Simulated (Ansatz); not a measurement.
A periodic structure is given below.

```xyz
4
Lattice="3.1976 0.0000 0.0000 -1.5988 2.7692 0.0000 0.0000 0.0000 5.2287" Properties=species:S:1:pos:R:3 pbc="T T T"
Co    0.0000    1.8462    0.0182
Co    1.5988    0.9231    2.6325
O     0.0000    1.8462    1.9430
O     1.5988    0.9231    4.5574
```

Question: Summarise the structure in words.

Answer: The stoichiometry is CoO. The atoms follow space group P6_3mc (No. 186); the Bravais lattice is primitive hexagonal. Type of structure: wurtzite. The cell has 4 atoms, namely 2 Co, 2 O. The polyhedra are CoO4 tetrahedra; they share corners. Co is linked to four O in a tetrahedral arrangement at 1.92 to 1.97 Å. O is coordinated by four Co in a tetrahedral arrangement at 1.92 to 1.97 Å. The bonds build a three-dimensional framework.

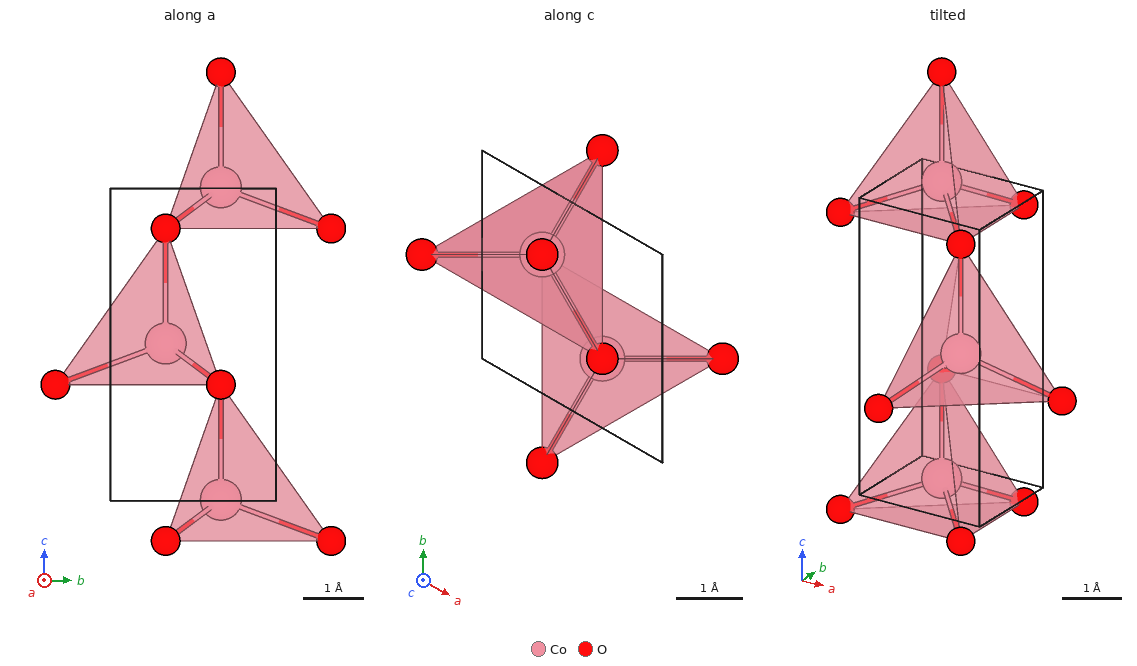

We look at a polyhedral model of the crystal along the a axis, along the c axis and slightly off an axis. The outline marks the conventional unit cell. Some neighbours outside the box are added.

It goes back to a structure listed in the Materials Project. Earlier steps of the study may have refined or changed the cell and positions. It went into a calculation with Ansatz.

At this level of theory the cell isn't at rest (compressed, at 10 GPa), so its distances can differ from those at equilibrium, the more so the softer the solid.
